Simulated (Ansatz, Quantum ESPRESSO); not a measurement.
# 2H-MoS2, 1 layer: biaxial strain by an ASE script, part 2 of 2

Aim: band edges, gap and stiffness of 2H-MoS2, 1 layer under biaxial strain.

Quantum ESPRESSO 7.5; plane-wave DFT, PBE, GBRV ultrasoft pseudopotentials; geometry by Ansatz 0.2.0 with PAW datasets.

So far: Starting point; Relaxation with Ansatz.

## Step 3: Running the series

Under ESM bc1 levels count from the vacuum, or from the mean of the two vacuum levels where the sheet has a dipole, so band edges at unlike strains can be compared.

Level of this step: plane-wave DFT, PBE, GBRV ultrasoft pseudopotentials (Quantum ESPRESSO 7.5).

The input, run.py:

```python
import json
import numpy as np
from ase import Atoms
from ase.calculators.espresso import Espresso, EspressoProfile

profile = EspressoProfile(command='mpirun -n 2 pw.x -nk 2', pseudo_dir='../pseudo')
pseudopotentials = {'Mo': 'mo_pbe_v1.uspp.F.UPF', 'S': 's_pbe_v1.4.uspp.F.UPF'}
system = {'ecutwfc': 40, 'ecutrho': 200, 'occupations': 'smearing', 'smearing': 'fd', 'degauss': 0.002}


def calculator(name, kpts, **extra):
    data = dict(control=dict(tprnfor=True, verbosity='high', disk_io='none'),
                system=system | extra,
                electrons=dict(conv_thr=1e-09, mixing_beta=0.4, mixing_mode='plain',
                               electron_maxstep=100))
    return Espresso(profile=profile, directory=name, pseudopotentials=pseudopotentials, kpts=kpts, input_data=data)


def centre(atoms):
    z = atoms.positions[:, 2]
    atoms.positions[:, 2] -= (z.max() + z.min()) / 2  # ESM wants the slab about z = 0
    return atoms

sheet = Atoms(
    ['S', 'Mo', 'S'],
    scaled_positions=[
        [0.3333333333, 0.6666666667, 0.4144167093],
        [0.0000000000, 0.0000000000, 0.5000000044],
        [0.3333333333, 0.6666666667, 0.5855832863]],
    cell=[
        [3.184762946611, 0.000000000000, 0.000000000000],
        [-1.592381473306, 2.758085616797, 0.000000000000],
        [0.000000000000, 0.000000000000, 18.262597738000]],
    pbc=True)

rows = []
for strain in [-0.03, -0.015, 0.0, 0.015, 0.03]:
    atoms = sheet.copy()
    atoms.set_cell(sheet.cell.array * [[1 + strain], [1 + strain], [1]], scale_atoms=True)
    atoms = centre(atoms)
    atoms.calc = calculator(f's{strain:+.3f}', (12, 12, 1), assume_isolated='esm', esm_bc='bc1', nbnd=17)
    energy = atoms.get_potential_energy()
    levels = np.array([atoms.calc.get_eigenvalues(kpt=i) for i in range(len(atoms.calc.get_ibz_k_points()))])
    top, bottom = levels[:, 12].max(), levels[:, 13].min()
    direct = (levels[:, 13] - levels[:, 12]).min()
    rows.append([strain, energy, top, bottom, direct])
    print(f'strain {strain:+.3f}: E = {energy:.5f} eV, valence top {top:.3f}, conduction bottom {bottom:.3f}, '
          f'gap {bottom - top:.3f}, least direct gap {direct:.3f} eV')

x, energy, top, bottom, direct = np.array(rows).T
area = np.linalg.norm(np.cross(*sheet.cell[:2]))
stiffness = np.polyfit(x, energy, 2)[0] / area * 16.0218  # C11 + C12, heights clamped
print(f'valence and conduction edges move by {np.polyfit(x, top, 1)[0]:.2f} and {np.polyfit(x, bottom, 1)[0]:.2f} eV per unit biaxial strain')
print(f'C11 + C12 with clamped heights: {stiffness:.1f} N/m')
json.dump(dict(rows=rows, stiffness=stiffness), open('result.json', 'w'))
```

Run with:

```console
$ OMP_NUM_THREADS=1 python run.py
```

Output:

```text
strain -0.030: E = -2554.11713 eV, valence top -5.869, conduction bottom -3.945, gap 1.925, least direct gap 1.989 eV
strain -0.015: E = -2554.19667 eV, valence top -5.913, conduction bottom -4.088, gap 1.825, least direct gap 1.825 eV
strain +0.000: E = -2554.22066 eV, valence top -5.942, conduction bottom -4.284, gap 1.658, least direct gap 1.677 eV
strain +0.015: E = -2554.19493 eV, valence top -5.877, conduction bottom -4.467, gap 1.410, least direct gap 1.542 eV
strain +0.030: E = -2554.12504 eV, valence top -5.825, conduction bottom -4.640, gap 1.185, least direct gap 1.421 eV
valence and conduction edges move by 0.83 and -11.80 eV per unit biaxial strain
C11 + C12 with clamped heights: 201.8 N/m
```

Run time: 6.5 min. Hardware: 2 MPI ranks of Arm Neoverse N1, shared host; peak memory 0.35 GiB.

The input that ASE wrote for the first run, and its log:

```
&CONTROL
   verbosity        = 'high'
   tprnfor          = .true.
   disk_io          = 'none'
   pseudo_dir       = '../pseudo'
/
&SYSTEM
   nbnd             = 17
   ecutwfc          = 40
   ecutrho          = 200
   occupations      = 'smearing'
   degauss          = 0.002
   smearing         = 'fd'
   assume_isolated  = 'esm'
   esm_bc           = 'bc1'
   ntyp             = 2
   nat              = 3
   ibrav            = 0
/
&ELECTRONS
   electron_maxstep = 100
   conv_thr         = 1e-09
   mixing_mode      = 'plain'
   mixing_beta      = 0.4
/
&IONS
/
&CELL
/
&FCP
/
&RISM
/
ATOMIC_SPECIES
S 32.06 s_pbe_v1.4.uspp.F.UPF
Mo 95.95 mo_pbe_v1.uspp.F.UPF

K_POINTS automatic
12 12 1  0 0 0

CELL_PARAMETERS angstrom
3.08922005821267 0.00000000000000 0.00000000000000
-1.54461002910682 2.67534304829309 0.00000000000000
0.00000000000000 0.00000000000000 18.26259773800000

ATOMIC_POSITIONS angstrom
S -0.0000000002 1.7835620323 -1.5629731710  
Mo 0.0000000000 0.0000000000 0.0000001205  
S -0.0000000002 1.7835620323 1.5629731710
```

```text
Program PWSCF v.7.5 starts
[citation notice left out]

     Parallel version (MPI & OpenMP), running on       2 processor cores
     Number of MPI processes:                 2
     Threads/MPI process:                     1

     MPI processes distributed on     1 nodes
[... 1 line left out ...]

Warning: card &CELL ignored
Warning: card &FCP ignored
Warning: card &RISM ignored

     Current dimensions of program PWSCF are:
     Max number of different atomic species (ntypx) = 10
     Max number of k-points (npk) =  40000
     Max angular momentum in pseudopotentials (lmaxx) =  4
     Message from routine setup:
     using ibrav=0 with symmetry is DISCOURAGED, use correct ibrav instead

     K-points division:     npool     =       2
     Subspace diagonalization in iterative solution of the eigenvalue problem:
     a serial algorithm will be used

     G-vector sticks info
     --------------------
     sticks:   dense  smooth     PW     G-vecs:    dense   smooth      PW
     Sum         475     379    121                48593    34885    6077

     Using Slab Decomposition

     bravais-lattice index     =            0
     lattice parameter (alat)  =       5.8378  a.u.
     unit-cell volume          =    1018.5620 (a.u.)^3
     number of atoms/cell      =            3
     number of atomic types    =            2
     number of electrons       =        26.00
     number of Kohn-Sham states=           17
     kinetic-energy cutoff     =      40.0000  Ry
     charge density cutoff     =     200.0000  Ry
     scf convergence threshold =      1.0E-09
     mixing beta               =       0.4000
     number of iterations used =            8  plain     mixing
     Exchange-correlation= SLA  PW   PBE  PBE
                           (   1   4   3   4   0   0   0)

     Effective Screening Medium Method
     =================================
     Boundary Conditions: Vacuum-Slab-Vacuum
     total charge in unit cell        =   0.0000
     grid points for fit at edges     =        4

[... 10 lines left out ...]
     PseudoPot. # 1 for S  read from file:
     ../pseudo/s_pbe_v1.4.uspp.F.UPF
     Pseudo is Ultrasoft + core correction, Zval =  6.0
     Generated by new atomic code, or converted to UPF format
     Using radial grid of  907 points,  6 beta functions with:
                l(1) =   0
                l(2) =   0
                l(3) =   1
                l(4) =   1
                l(5) =   2
                l(6) =   2
     Q(r) pseudized with  8 coefficients,  rinner =    1.300   1.300   1.300
                                                       1.300   1.300

     PseudoPot. # 2 for Mo read from file:
     ../pseudo/mo_pbe_v1.uspp.F.UPF
     Pseudo is Ultrasoft + core correction, Zval = 14.0
     Generated by new atomic code, or converted to UPF format
     Using radial grid of  889 points,  6 beta functions with:
                l(1) =   0
                l(2) =   0
[... 569 lines left out ...]

          k = 0.0000 0.0000 0.0000 (  4323 PWs)   bands (ev):

   -66.6612 -40.8683 -40.5451 -40.5451 -20.3115 -18.9417 -11.8046  -8.4692
    -8.4692  -7.8975  -7.2730  -7.2730  -6.1097  -2.8502  -2.8502  -2.5997
    -2.5997

     occupation numbers
     1.0000   1.0000   1.0000   1.0000   1.0000   1.0000   1.0000   1.0000
     1.0000   1.0000   1.0000   1.0000   1.0000   0.0000   0.0000   0.0000
     0.0000

[... 144 lines left out ...]

     the Fermi energy is    -4.9007 ev

!    total energy              =    -187.72416307 Ry
     estimated scf accuracy    <          3.5E-11 Ry
     smearing contrib. (-TS)   =      -0.00000000 Ry
     internal energy E=F+TS    =    -187.72416307 Ry

     The total energy is F=E-TS. E is the sum of the following terms:
     one-electron contribution =     704.54110606 Ry
     hartree contribution      =    -356.53664814 Ry
     xc contribution           =     -36.41717592 Ry
     ewald contribution        =    -499.31144507 Ry

     convergence has been achieved in  24 iterations

     negative rho (up, down):  2.432E-03 0.000E+00

     Forces acting on atoms (cartesian axes, Ry/au):

     atom    1 type  1   force =     0.00000000    0.00000000   -0.02445706
     atom    2 type  2   force =    -0.00000000   -0.00000000    0.00000000
     atom    3 type  1   force =     0.00000000    0.00000000    0.02445706
     The non-local contrib.  to forces
     atom    1 type  1   force =     0.00000000    0.00000000    0.25066353
     atom    2 type  2   force =     0.00000000   -0.00000000    0.00000000
     atom    3 type  1   force =     0.00000000   -0.00000000   -0.25066353
     The ionic contribution  to forces
     atom    1 type  1   force =     0.00000000   -0.00000000  -48.71491703
     atom    2 type  2   force =    -0.00000000    0.00000000    0.00000127
     atom    3 type  1   force =     0.00000000   -0.00000000   48.71491576
     The local contribution  to forces
     atom    1 type  1   force =     0.00000000   -0.00000000   48.45217223
     atom    2 type  2   force =    -0.00000000   -0.00000000    0.00001205
     atom    3 type  1   force =     0.00000000   -0.00000000  -48.45213984
     The core correction contribution to forces
     atom    1 type  1   force =    -0.00000000    0.00000000   -0.01236595
     atom    2 type  2   force =     0.00000000   -0.00000000    0.00000019
     atom    3 type  1   force =    -0.00000000    0.00000000    0.01236595
     The Hubbard contrib.    to forces
     atom    1 type  1   force =     0.00000000    0.00000000    0.00000000
     atom    2 type  2   force =     0.00000000    0.00000000    0.00000000
     atom    3 type  1   force =     0.00000000    0.00000000    0.00000000
     The SCF correction term to forces
     atom    1 type  1   force =     0.00000000   -0.00000000    0.00000573
     atom    2 type  2   force =    -0.00000000   -0.00000000   -0.00000000
     atom    3 type  1   force =     0.00000000   -0.00000000   -0.00000573

     Total force =     0.034587     Total SCF correction =     0.000008
     Message from routine punch:
     Nothing written, as per user request (disk_io='none')

[... 1 line left out ...]

[... 1 line left out ...]

[... 1 line left out ...]

[... 3 lines left out ...]

[... 1 line left out ...]

[... 2 lines left out ...]

[... 1 line left out ...]

[... 1 line left out ...]

=------------------------------------------------------------------------------=
   JOB DONE.
=------------------------------------------------------------------------------=
```

This step gave:

```
biaxial stiffness : 201.8 N/m
```

Band edge from the vacuum level against biaxial strain:

```
biaxial strain (%)  valence top (eV)  conduction bottom (eV)
             -3.00             -5.87                   -3.94
             -1.50             -5.91                   -4.09
              0.00             -5.94                   -4.28
              1.50             -5.88                   -4.47
              3.00             -5.83                   -4.64
```

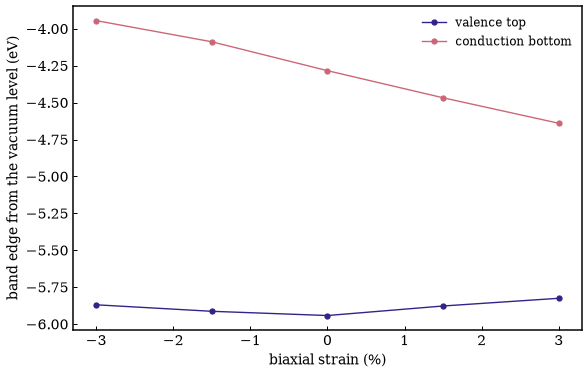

Band edge from the vacuum level, plotted against biaxial strain.

The gap by biaxial strain:

```
biaxial strain (%)  on the mesh (eV)  least direct (eV)
             -3.00              1.92               1.99
             -1.50              1.83               1.83
              0.00              1.66               1.68
              1.50              1.41               1.54
              3.00              1.19               1.42
```

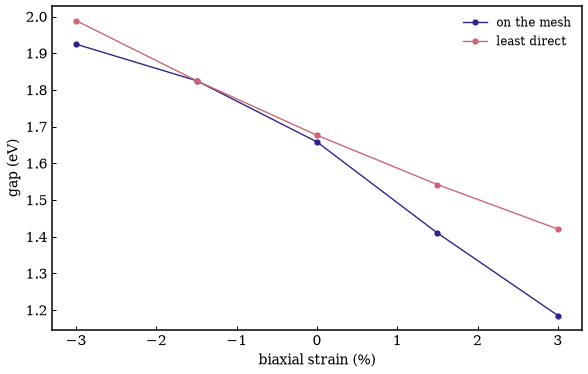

Gap, plotted against biaxial strain.

Energy over the lowest against biaxial strain:

```
biaxial strain (%)  energy over the lowest (meV)
             -3.00                           104
             -1.50                          24.0
              0.00                             0
              1.50                          25.7
              3.00                          95.6
```

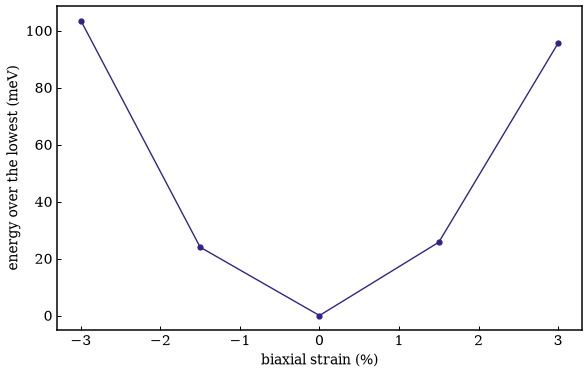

Energy over the lowest against biaxial strain.

## Step 4: The script: RPBE, GBRV ultrasoft

Level of this step: plane-wave DFT, RPBE, GBRV ultrasoft pseudopotentials made under PBE (Quantum ESPRESSO 7.5). input_dft overrides the functional of the files.

run.py, as its differences from the input of step 3:

```diff
@@ -7,3 +7,3 @@
 pseudopotentials = {'Mo': 'mo_pbe_v1.uspp.F.UPF', 'S': 's_pbe_v1.4.uspp.F.UPF'}
-system = {'ecutwfc': 40, 'ecutrho': 200, 'occupations': 'smearing', 'smearing': 'fd', 'degauss': 0.002}
+system = {'ecutwfc': 40, 'ecutrho': 200, 'input_dft': 'rpbe', 'occupations': 'smearing', 'smearing': 'fd', 'degauss': 0.002}
```

Run with:

```console
$ OMP_NUM_THREADS=1 python run.py
```

Output:

```text
strain -0.030: E = -2555.19556 eV, valence top -5.774, conduction bottom -3.840, gap 1.934, least direct gap 1.985 eV
strain -0.015: E = -2555.29929 eV, valence top -5.820, conduction bottom -3.998, gap 1.822, least direct gap 1.822 eV
strain +0.000: E = -2555.34705 eV, valence top -5.852, conduction bottom -4.196, gap 1.656, least direct gap 1.674 eV
strain +0.015: E = -2555.34473 eV, valence top -5.790, conduction bottom -4.381, gap 1.410, least direct gap 1.539 eV
strain +0.030: E = -2555.29787 eV, valence top -5.740, conduction bottom -4.554, gap 1.186, least direct gap 1.419 eV
valence and conduction edges move by 0.65 and -12.07 eV per unit biaxial strain
C11 + C12 with clamped heights: 203.4 N/m
```

Wall time 6.8 min (2 MPI ranks); peak memory 0.34 GiB.

Numbers from this step:

| Item | Value |
| --- | --- |
| biaxial stiffness | 203.4 N/m |

The band edge from the vacuum level by biaxial strain:

```
biaxial strain (%)  valence top (eV)  conduction bottom (eV)
             -3.00             -5.77                   -3.84
             -1.50             -5.82                   -4.00
              0.00             -5.85                   -4.20
              1.50             -5.79                   -4.38
              3.00             -5.74                   -4.55
```

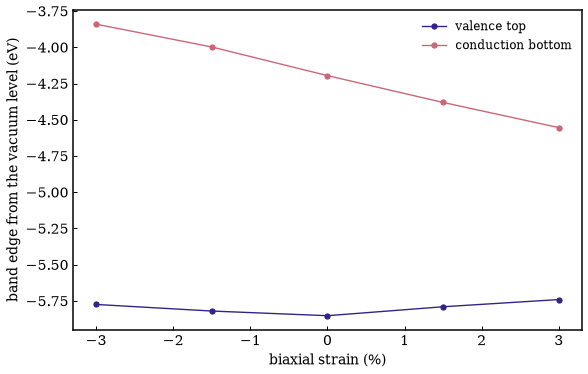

Band edge from the vacuum level, plotted against biaxial strain.

Table of gap by biaxial strain:

```
biaxial strain (%)  on the mesh (eV)  least direct (eV)
             -3.00              1.93               1.99
             -1.50              1.82               1.82
              0.00              1.66               1.67
              1.50              1.41               1.54
              3.00              1.19               1.42
```

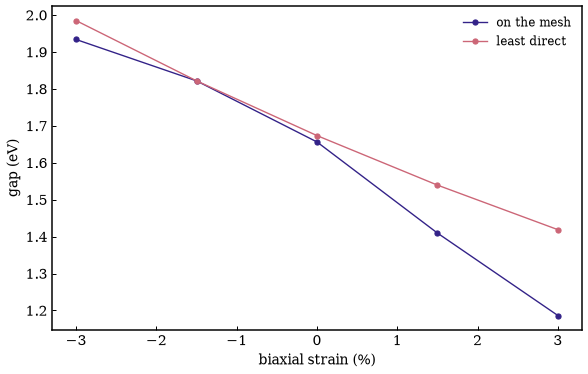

Gap against biaxial strain.

Table of energy over the lowest by biaxial strain:

```
biaxial strain (%)  energy over the lowest (meV)
             -3.00                           151
             -1.50                          47.8
              0.00                             0
              1.50                          2.32
              3.00                          49.2
```

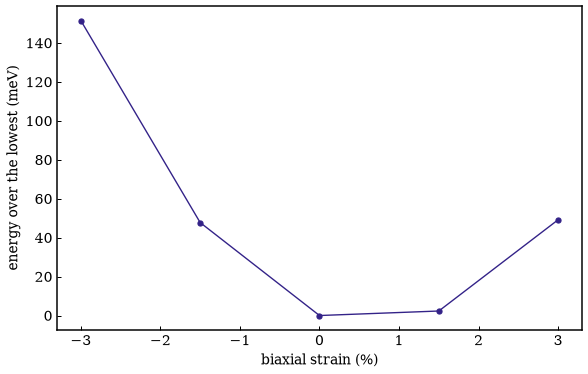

Energy over the lowest against biaxial strain.

## Step 5: By hand

Under equal strain ε in the plane, E = A (C11 + C12) ε². From the points at ±1.5 %: d²E/dε² = (23.99 + 25.73 − 2 × 0.00) meV / 0.015² = 221 eV, and 221/(2 × 8.784 Å²) × 16.02 = 202 N/m.

## Step 6: Results

```json
{
 "C11 + C12, heights clamped, PBE, GBRV ultrasoft": "202 N/m",
 "gap on the mesh at zero strain, PBE, GBRV ultrasoft": "1.66 eV",
 "valence top below the vacuum at zero strain, PBE, GBRV ultrasoft": "5.94 eV",
 "C11 + C12, heights clamped, RPBE, GBRV ultrasoft (made under PBE)": "203 N/m",
 "gap on the mesh at zero strain, RPBE, GBRV ultrasoft (made under PBE)": "1.66 eV",
 "valence top below the vacuum at zero strain, RPBE, GBRV ultrasoft (made under PBE)": "5.85 eV"
}
```

What this shows: The sheet's biaxial stiffness comes to 202 N/m and its gap at zero strain to 1.66 eV (PBE, GBRV ultrasoft). From −3 % to +3 % the gap on the mesh goes from 1.92 to 1.19 eV; it is direct at some strains and indirect at others. The valence top and conduction bottom bend along the series, so the script's straight-line slope describes them poorly. Heights are clamped under strain, which makes a sheet with several atomic planes too stiff. Zero strain is the PBE cell; under RPBE the energy is lowest near +0.7 %, so its stiffness is taken away from its own minimum. Semilocal gaps are too small. Spin-orbit coupling is left out; depending on the atoms that carry the levels of interest, it can split and shift them by tens to hundreds of meV.

[Logs are printed without paths, hosts, clocks, repeated set-up lines and the standing remarks that a program may print on its own settings, such as how far it seeks lower states.]

[Hosts, paths, dates, database ids (printed as entryN), source tags and the programs' standing remarks are cut or masked in the printed files.]

[Maps of the electrostatic potential energy from Ansatz leave out the sawtooth potential of an applied field or a dipole correction, so their vacuum need not be flat; planar profiles and work functions include it.]
